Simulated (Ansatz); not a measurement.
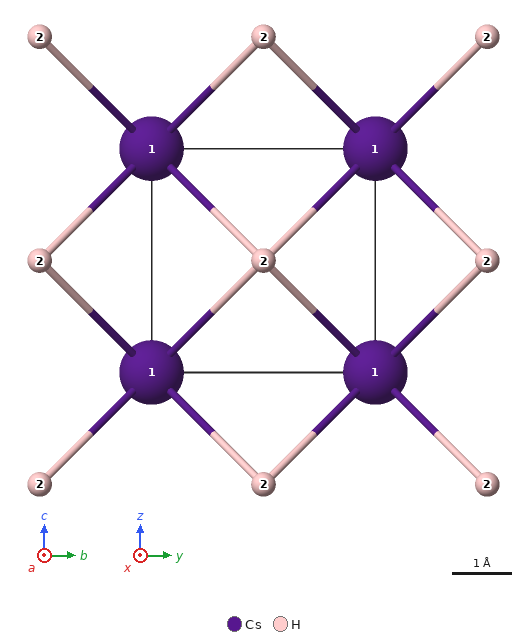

A scan of solid CsH (Pm-3m): the cell is strained along z alone, with the atoms kept at their fractional coordinates. x, y and z are the Cartesian axes of the input. The picture shows the reference cell. A ball-and-stick model of the cell of the calculation, seen along the a axis.

Theory: Ansatz 0.2.0, DFT LDA, scalar-relativistic, plane waves, PAW. Settings: plane-wave cutoff 420 eV; k-point mesh 8 × 8 × 8; occupations gaussian; smearing width 0.05 eV; no spin polarisation. Energies (free energies at the smearing named) are counted from the cell as listed in its source, which wasn't relaxed.

```
Cs H
1.0
     3.81841    0.00000    0.00000
     0.00000    3.81841    0.00000
     0.00000    0.00000    3.81841
Cs H
1 1
Direct
  0.00000 0.00000 0.00000
  0.50000 0.50000 0.50000
```

> What energies does the calculation give (the strain: −0.0600, −0.0450, −0.0300, −0.0150, 0.0000, 0.0150, 0.0300, 0.0450, 0.0525, 0.0600)?

| strain | ΔE (meV/atom) |
| --- | --- |
| −0.0600 | −8.1 |
| −0.0450 | −8.6 |
| −0.0300 | −7.3 |
| −0.0150 | −4.4 |
| 0.0000 | 0.0 |
| 0.0150 | 5.7 |
| 0.0300 | 12.6 |
| 0.0450 | 20.6 |
| 0.0525 | 24.9 |
| 0.0600 | 29.6 |

The lowest computed point lies at the strain −0.045 (−8.6 meV/atom). At the ends of the scan the energy is −8.1 meV/atom (−0.06) and 29.6 meV/atom (0.06). The unrelaxed reference is under a pressure of −1.9 GPa, which tilts the curve. The distortion takes the space group from Pm-3m to P4/mmm. At the strain −0.06 the cell of the drawing goes c 3.818 → 3.589 Å.
